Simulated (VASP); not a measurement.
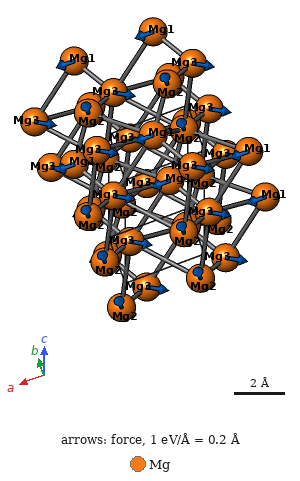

Starting geometry of crystalline Mg (a generated structure, set up in P3_121) with the computed forces as blue arrows. The picture is a ball-and-stick view of the cell of the calculation, repeated 1 × 2 × 1 with one cell outlined, seen from a free direction.

The run lets cell and atoms move.

The calculation used Kohn-Sham DFT of a periodic cell, r2SCAN, VASP PAW PBE potentials, recommended (VASP 6.6.1).

Input file:
```
SYSTEM = Mg
ALGO     = Normal         ! electronic algorithm
EDIFF    = 1E-6           ! SCF threshold, eV
EDIFFG   = -0.04          ! ionic threshold
ENCUT    = 600            ! plane-wave cutoff, eV
IBRION   = 2              ! ionic algorithm
ISIF     = 3              ! what is computed and relaxed
ISMEAR   = 0              ! smearing method
ISTART   = 1            
LASPH    = .TRUE.         ! aspherical terms in the spheres
LCHARG   = .FALSE.        ! write CHGCAR
LMIXTAU  = .TRUE.       
LREAL    = .FALSE.        ! projectors in reciprocal space
LWAVE    = .FALSE.        ! write WAVECAR
METAGGA  = R2SCAN         ! meta-GGA
NELM     = 100            ! most SCF steps
NSW      = 90             ! ionic steps
PREC     = Accurate       ! precision mode
SIGMA    = 0.1            ! smearing width, eV
```

Run as
```bash
cat potpaw_PBE.64/Mg/POTCAR > POTCAR
cp INCAR.step1 INCAR
mpirun -np 1 vasp_std > vasp.out
cp INCAR.step2 INCAR
mpirun -np 1 vasp_std > vasp.out
```

**What follows when this structure is relaxed?**

It isn't relaxed: the largest force vector, on Mg atoms, is 4.89 eV/Å. The atoms end up moving mostly along the starting forces (cosine between the two patterns 1.00). The largest moves relative to the cell, 0.54 Å, are those of Mg1, Mg2 and Mg3. Mg1 goes along +a. The volume changes by −2.2 %, with a = b 4.117 → 4.989 Å (+21.2 %), c 4.670 → 3.111 Å (−33.4 %). Among the contacts that change: Mg1–Mg1 4.670 → 3.111 Å, Mg1–Mg2 2.238 → 3.066 Å, Mg1–Mg2 (another image) 3.239 → 3.060 Å. Among the angles between lasting bonds that change: Mg2–Mg1–Mg3 103.1° → 70.8°, Mg2–Mg1–Mg2 78.9° → 109.2°, Mg2–Mg1–Mg3 99.0° → 70.8°. Within 0.06 Å the space group is P3_121 at the start and Im-3m at the end; at a tighter tolerance small leftover displacements or strains of the cell lower it. After 26 geometry steps the energy has fallen by 1446 meV per atom. Largest force component: 4.9 eV/Å at the start, 0.012 eV/Å at the end. Pressure: 15.38 GPa at the start and 0.07 GPa at the end. It ran on 1 thread of Intel(R) Xeon(R) 6975P-C (Granite Rapids), with other jobs on the host.
